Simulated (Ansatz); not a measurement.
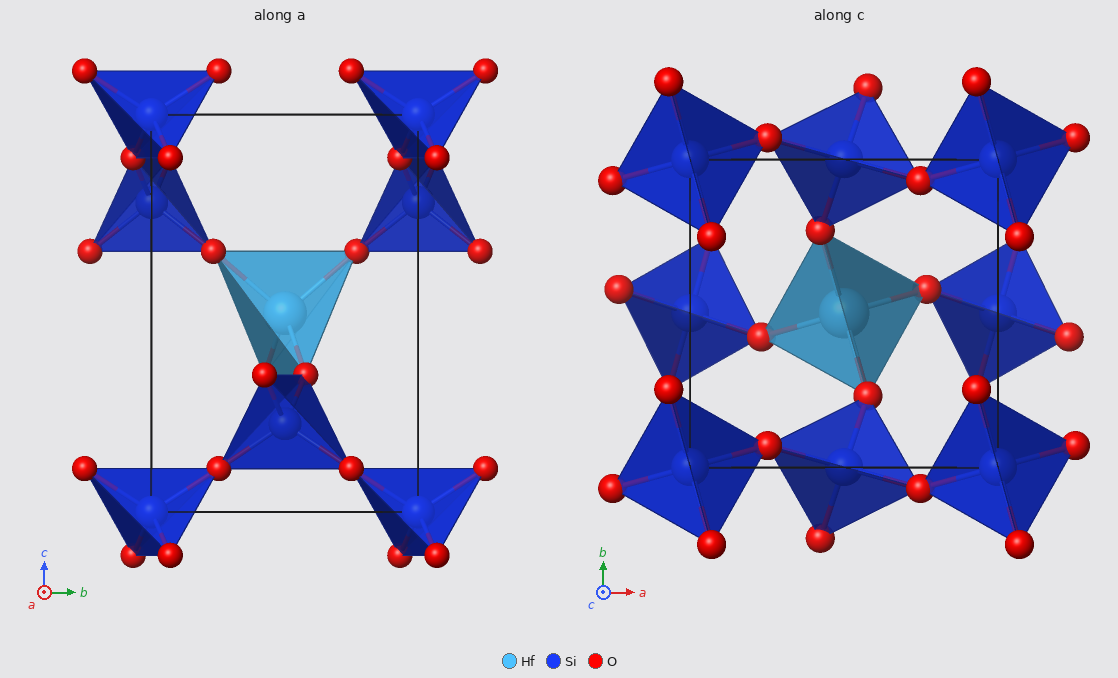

Polyhedral drawing of the structure, looking along the a axis and along the c axis. The wireframe shows the conventional unit cell. Some atoms of the next cells are drawn as well.

HfSi3O8, space group P-4 (No. 81), a = 5.32 Å, b = 5.32 Å, c = 7.94 Å, α = 90.00°, β = 90.00°, γ = 90.00°.

Computational set-up: Ansatz 0.2.0, DFT PBE, scalar-relativistic, plane waves, PAW, plane-wave cutoff 420 eV, k-grid 4×4×4, Gaussian smearing of 0.02 eV, no spin polarisation.

Is the electronic structure metallic or gapped?

An insulator at this level, with a gap of 4.91 eV on the k-mesh (the true edges may lie between mesh points, so the gap can be somewhat smaller).

The initial geometry was a structure type filled with these elements by a generator (whether the compound takes this form wasn't checked). The final geometry of a relaxation with DFT PBE, scalar-relativistic, plane waves, PAW (Ansatz 0.2.0) is shown.
